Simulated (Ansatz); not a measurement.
# Ca: geometry relaxation

The run: geometry relaxation of Ca (2 atoms in the cell). Method and program: DFT, PBE, all-electron LAPW, scalar-relativistic, no spin polarisation (Ansatz 0.2.0).

It belongs to a series of runs on one base structure; here: A7 relaxed under pressure, LAPW. Figures and captions count atoms from 1; the log counts them from 0 in places.

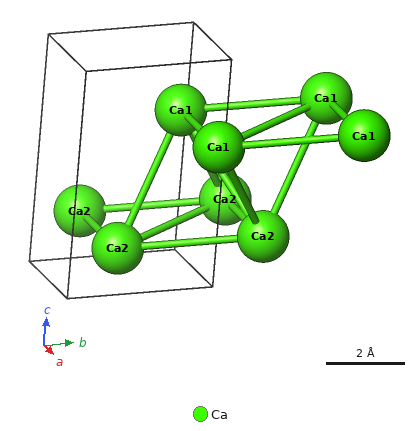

*The starting structure (ball-and-stick view of the reduced cell, repeated 2 × 2 × 1, seen slightly off an axis; atoms are numbered from 1 in the order of the input).*

Near neighbours in the crystal (not all of them lie inside the picture): Ca has 12 Ca at 3.93 to 3.94 Å.

### Summary

```tsv
quantity	value
outcome	converged
space group (tolerance 0.01 Å)	Fm-3m (225)
electrons in bands (core shells apart)	20
free energy	−37028.9654 eV
Fermi energy	5.081 eV
pressure	−0.37 GPa
final volume	86.26 Å³
largest force (length of the vector) at the end	under 0.001 eV/Å
final cell	a = 6.823 Å, b = 6.823 Å, c = 6.823 Å, α = 33.51°, β = 33.51°, γ = 33.51°
hardware	2 threads of Arm Neoverse V2, 24 GiB of memory available, shared host
wall time	7.4 s (CPU time 14 s)
peak memory	0.33 GiB
```

### Remarks

Warnings of the run: the structure was made exactly symmetric.

### Input
```yaml
crystal:
  lattice:
    - [1.9672383114, -1.1357855686, 6.4342184433]
    - [0.0, 2.2715711374, 6.4342184433]
    - [-1.9672383114, -1.1357855686, 6.4342184433]
  atoms:
    - { symbol: Ca, position: [0.2500000632, 0.2500000632, 0.2500000632] }
    - { symbol: Ca, position: [-0.2500000632, -0.2500000632, -0.2500000632] }
kpoints:
  mp_grid: { grid: [10, 10, 10] }
scf:
  occupations: { method: fermi_dirac, width: 0.08 }
hamiltonian:
  xc: pbe
  pseudopotentials: { kind: all_electron, lapw: { basis_error: 0.0005 } }
output:
  forces: true
  stress: true
  eigenvalues: true
relax:
  f_tol: 0.005
  max_steps: 12
  cell: { p_target: -0.37, stress_tol: 0.03 }
```

Run as:
```bash
ansatz run input.yaml --threads 2 --pin off --max-ram 5120MiB --backend cpu --events-out ev --progress --plain --runs-dir out
```

### Output
```
Warning: the atoms were moved onto the symmetric positions of the space group found under crystal.symmetry.tolerance 1.0e-5 (fractional; no operation is sought that the atoms, as they stand in a round, miss by more than twice it, and no atom is moved by as much as it), and the run uses the moved positions. Before a round's move an operation carried an atom to 2.44e-6 Å from where it should land, the largest such distance. Atom 0 (counting from 0) moved farthest, by 1.22e-6 Å; the longest move in fractions of the cell, of whichever atom, is 0.01 of the tolerance, in 1 round. To run the atoms as typed, lower crystal.symmetry.tolerance until the operations that they miss are no longer found, or set crystal.symmetry.detect: false (a key that needs symmetry detection or time reversal refuses this as the deck is read). The positions used, in the order of the run's atom list: position: [0.25, 0.25, 0.25]; position: [-0.25, -0.25, -0.25]; The lattice was moved too: crystal.lattice keeps the space group found at crystal.symmetry.tolerance 1.0e-5 only nearly: the operation that it misses by the most changes a squared length by the fraction 3.50e-11. The run uses the lattice that is a stretch of the typed one, with no rotation, onto the one that keeps every operation to a double's rounding (on a very oblique basis the stretch itself rounds by more); the deck's lattice vector that moved farthest moved by 5.44e-11 Å. To run the lattice as typed, set crystal.symmetry.detect: false, as for the atoms. crystal.lattice made exact, in Å and degrees: [[1.9672383114170882, -1.1357855686234672, 6.434218443305884], [0.0, 2.2715711373469354, 6.4342184432882314], [-1.9672383114170882, -1.1357855686234672, 6.434218443305884]]. Pasted over the deck's crystal.lattice, beside positions in fractional coordinates, it runs the same cell (given as lengths and angles, that cell in the form's own orientation, a rigid turn of the misfit's size from the one run here, for which a checkpoint.post_process_only pass over this run's state can be refused: where this run relaxes nothing, give such a pass this deck's own crystal.lattice, as typed; behind a relaxation, as crystal.lattice, the state's own cell, identity.cell in its checkpoint.json), and a matrix so pasted ends this notice, except on a very skew basis of the lattice, where the rounding of the pasted numbers themselves can read as a misfit: the cell is then moved again, and that move is told again. The lattice as run is in this notice's lattice.as_run_ang field (Run.prep()["deck_notices"] in Python, the deck_notice line of an events file, deck_notices of ansatz run --dry-run=json, or deck_notices in record.json in the deck's checkpoint.write directory).
The last accepted step is kept in [file] (removed where the run ends without a failure and the disk answers)
LAPW: plane waves up to 5.016 Å⁻¹, error target 5.0e-4 eV per atom; small_component_spin mean_spin; Ca in spheres of 1.908 Å, 10 of its electrons in bands, Dirac shells [] (how accurate: hamiltonian.pseudopotentials.lapw.basis_error, Limitations)
Engine: ansatz 0.2.0, aarch64-unknown-linux-gnu
Pseudopotentials: kind: all_electron
Pseudopotential: Ca, LAPW, valence charge 10, lapw/all_electron/scalar/gaussian/Ca, Koelling and Harmon's equation, gaussian nucleus
Functional definition: PBE
  parameter kappa = 0.804
  parameter beta = 0.06672455060314922
  exchange = pbe_x(kappa = kappa, mu = beta*pi^2/3)
  correlation = pbe_c(beta = beta)
Crystal: 2 atoms, lattice volume = 86.258 Å³
Basis set: ecut = 95.8758571599403 eV, 179 PW (Γ), FFT grids on a1−a3, a2−a3, a3, exchange–correlation at level 2
Bands: 14, of which v1, the nominal top of the filled ones, is band 10 counted from 1 (9 counted from 0)
Symmetry: 24 space group operations
Space group: R-3m (ITA 166), of the structure as read, at distance tolerance 4.4e-5 Å
k-points: 116 of 1000
Non-local potential: Ca, projectors of the file, none
Initial density: superposition of atomic densities (chi_scale 0.1, normalization cell)
Initial wavefunctions: plane waves of lowest kinetic energy (no species holds an atomic orbital)
Functional: x = pbe(κ = 0.804, μ = 0.2195149727645171), c = pbe(β = 0.06672455060314922)
iter 1 solved again at ethr=1.04e-4 eV; its pass at ethr=1.00e-1 eV (dr2=2.08e-2 eV) is discarded
SCF iter   1: F=—  HF=-37028.956157 eV  |F-HF|=—  |Δ(HF+E_count)|=         —  Δρ=3.53e-3  dr2=2.05e-2  ethr=1.04e-4  ⟨swp⟩=3.4  Hψ=12362  notcnv=0
preconditioner: auto → Kerker (q_TF=auto, 2.138 Å⁻¹)  [metal: Δε(μ)=0.019 eV  Ē_g=2.445 eV  σ=0.080 eV  W_gap=0.06  n_scr=16 (ndim 8)  ℏωp=8.0 eV  f_vac=0.000  D(μ)=2.59/eV (n_scr^D=22)]
SCF iter   2: F=—  HF=-37028.960027 eV  |F-HF|=—  |Δ(HF+E_count)|=   3.87e-3  Δρ=2.86e-3  dr2=1.40e-2  ethr=1.02e-4  ⟨swp⟩=2.0  Hψ=5483  notcnv=0
SCF iter   3: F=—  HF=-37028.964960 eV  |F-HF|=—  |Δ(HF+E_count)|=   4.93e-3  Δρ=1.57e-3  dr2=4.60e-3  ethr=6.99e-5  ⟨swp⟩=2.0  Hψ=5480  notcnv=0
iter 4 solved again at ethr=1.66e-6 eV; its pass at ethr=2.30e-5 eV (dr2=3.33e-4 eV) is discarded
SCF iter   4: F=—  HF=-37028.965361 eV  |F-HF|=—  |Δ(HF+E_count)|=   4.01e-4  Δρ=4.11e-4  dr2=3.32e-4  ethr=1.66e-6  ⟨swp⟩=2.0  Hψ=8876  notcnv=0
SCF iter   5: F=—  HF=-37028.965396 eV  |F-HF|=—  |Δ(HF+E_count)|=   3.48e-5  Δρ=7.82e-5  dr2=8.66e-6  ethr=1.66e-6  ⟨swp⟩=2.0  Hψ=5481  notcnv=0
SCF iter   6: F=—  HF=-37028.965395 eV  |F-HF|=—  |Δ(HF+E_count)|=   3.11e-7  Δρ=2.92e-5  dr2=1.09e-6  ethr=4.33e-8  ⟨swp⟩=2.0  Hψ=5482  notcnv=0
SCF iter   7: F=-37028.965396 eV  HF=-37028.965396 eV  |F-HF|=7.29e-9  |Δ(HF+E_count)|=   8.86e-8  Δρ=4.30e-6  dr2=2.40e-8  ethr=5.43e-9  ⟨swp⟩=2.1  Hψ=5489  notcnv=0
SCF 1 converged in 7 iterations: F = -37028.965396 eV  dr2 = 2.40e-8
relax step   1: F+E_penalty+E_count = -37028.96539551 eV  Δ(F+E_penalty+E_count) = +0.000e0 eV  max|allowed force component| = 1.723e-26 eV/Å  Δτ_max = 0.0000 Å  P = -0.369 GPa  Ω = 86.258 Å³  (7 SCF iters, accepted)
Initial density: handed on by an earlier stage of this run
Initial wavefunctions: those handed on with the density
iter 1 solved again at ethr=6.18e-9 eV; its pass at ethr=1.00e-1 eV (dr2=1.24e-6 eV) is discarded
SCF iter   1: F=—  HF=-37028.965396 eV  |F-HF|=—  |Δ(HF+E_count)|=         —  Δρ=4.03e-6  dr2=1.94e-8  ethr=6.18e-9  ⟨swp⟩=6.2  Hψ=10385  notcnv=0  reapply=2
preconditioner: auto → Kerker (q_TF=auto, 2.138 Å⁻¹)  [metal: Δε(μ)=0.006 eV  Ē_g=2.482 eV  σ=0.080 eV  W_gap=0.02  n_scr=16 (ndim 8)  ℏωp=8.0 eV  f_vac=0.000  D(μ)=2.54/eV (n_scr^D=22)]
SCF iter   2: F=-37028.965396 eV  HF=-37028.965396 eV  |F-HF|=3.87e-9  |Δ(HF+E_count)|=   4.25e-8  Δρ=2.87e-6  dr2=1.03e-8  ethr=9.71e-11  ⟨swp⟩=2.6  Hψ=5603  notcnv=0
SCF 2 converged in 2 iterations: F = -37028.965396 eV  dr2 = 1.03e-8
relax step   2: F+E_penalty+E_count = -37028.96539552 eV  Δ(F+E_penalty+E_count) = -6.366e-9 eV  max|allowed force component| = 0.000e0 eV/Å  Δτ_max = 0.0000 Å  P = -0.369 GPa  Ω = 86.258 Å³  stress off target by 3.30e-3 GPa  SCF on the basis re-selected at this cell (its energy is not comparable with the rows above)  (2 SCF iters)
basis re-selected at this cell: Δ(F+E_penalty+E_count) = -6.366e-9 eV, ΔP = +0.000 GPa vs the last step (what re-selecting the basis moved, after the strain that the cell walked since its last selection, with what the two solves' SCF thresholds leave and, on support functions, any second-order correction that the steps lacked; it is no measure of the basis error at this ecutwfc). This SCF's stress stands 3.30e-3 GPa from its target on what of the cell is left free (relax.cell.stress_tol is 3.00e-2 GPa) and its largest allowed force component is 0.00e0 eV/Å (relax.f_tol is 5.00e-3 eV/Å): within both
SCF converged after 2 iterations
Free energy (F): -37028.965396 eV
Harris-Foulkes:  -37028.965396 eV  (|F-HF|=3.87e-9)
Internal energy: -37028.912860 eV  (E = F + TS)
E sigma→0 (E₀):  -37028.939128 eV
Entropy (-TS):   -0.052536 eV (-26.268 meV/atom)
Fermi energy:    5.080538 eV
--- Per-component energies (eV) ---
  E_band       = -348.631567
  E_kinetic    = 37317.001254
  E_xc         = -1965.980358
  E_electrostatic = -72379.933756  (all electrons and nuclei)
  E_smearing   = -0.052536  (= −TS)
  E_closure    = 0.000000  (closes the sum)
  E_atoms      = -37025.121175  (free atoms, spherical and without spin; not in F)
  Σ components = -37028.965396   (vs F -37028.965396, Δ=0.00e0)
  Basis errors (estimates in eV, not in F): energy 1.5e-4 per atom: plane waves 1.4e-4 (7.7e-5 summed), levels above the bands 6.7e-15, relativity 3.3e-9, radial functions 2.5e-6, core shells 1.8e-10; eigenvalues (radial functions only) 3.6e-7; not estimated: angular momenta, meshes, grids; target (lapw.basis_error) 5.0e-4; muffin-tin radii Ca 1.908 Å
--- Forces (eV/Å), atoms counted from 1 ---
  atom   1  Ca     0.00000000    -0.00000000     0.00000000
  atom   2  Ca     0.00000000    -0.00000000     0.00000000
  max |Σ_I F_I| component: 3.45e-26 eV/Å
--- Stress (GPa, compression-positive) ---
       -0.370346      -0.000000      -0.000000
       -0.000000      -0.370346       0.000000
       -0.000000       0.000000      -0.366697
  P = ⅓ Tr σ = -0.3691 GPa (-3.691 kbar)
--- Band table (eV; the first three rows and the last of 116) ---
  k-point 0: bands = ["-37.0041", "-36.9920", "-18.0465", "-17.9382", "-17.9382", "-17.9207", "-17.9207", "-17.9201", "1.0922", "4.0959", "4.8907", "7.2725", "7.2725", "7.3758"]
  k-point 1: bands = ["-37.0030", "-36.9915", "-18.0422", "-17.9470", "-17.9400", "-17.9306", "-17.9233", "-17.9220", "1.2458", "4.2068", "4.9437", "7.0875", "7.2250", "7.3732"]
  k-point 2: bands = ["-37.0001", "-36.9903", "-18.0299", "-17.9698", "-17.9565", "-17.9447", "-17.9304", "-17.9279", "1.6944", "4.4754", "5.1553", "6.6183", "6.8375", "7.5422"]
  k-point 115: bands = ["-36.9980", "-36.9980", "-17.9838", "-17.9838", "-17.9295", "-17.9295", "-17.9295", "-17.9295", "2.0914", "2.0914", "6.4758", "6.4758", "7.5127", "7.5127"]
--- Relaxed structure (1 steps of the walk, 1 accepted, 1 SCFs on fresh bases) ---
  F+E_penalty+E_count = -37028.96539552 eV   max|allowed force component| = 0.000e0 eV/Å   (the final SCF, on the basis selected at the relaxed cell)
  cell:  # Å, volume = 86.2582 Å³
    - [1.9672383114170882, -1.1357855686234672, 6.434218443305884]
    - [0.0, 2.2715711373469354, 6.4342184432882314]
    - [-1.9672383114170882, -1.1357855686234672, 6.434218443305884]
  atoms:
    - { symbol: Ca, position: [0.24999999999999994, 0.24999999999999997, 0.24999999999999994] }
    - { symbol: Ca, position: [-0.24999999999999994, -0.24999999999999997, -0.24999999999999994] }
```

### Trajectory as extended XYZ (Å, eV, eV/Å), 2 frames, from step=1 to step=2
```
2
Lattice="1.9672 -1.1358 6.4342 0.0000 2.2716 6.4342 -1.9672 -1.1358 6.4342" Properties=species:S:1:pos:R:3:forces:R:3 step=1 energy=-37028.96540 pressure_GPa=-0.37
Ca    0.0000    0.0000    4.8257    0.0000   0.0000   0.0000
Ca    0.0000    0.0000   -4.8257    0.0000   0.0000   0.0000
2
Lattice="1.9672 -1.1358 6.4342 0.0000 2.2716 6.4342 -1.9672 -1.1358 6.4342" Properties=species:S:1:pos:R:3:forces:R:3 step=2 energy=-37028.96540 pressure_GPa=-0.37
Ca    0.0000    0.0000    4.8257    0.0000   0.0000   0.0000
Ca    0.0000    0.0000   -4.8257    0.0000   0.0000   0.0000
```
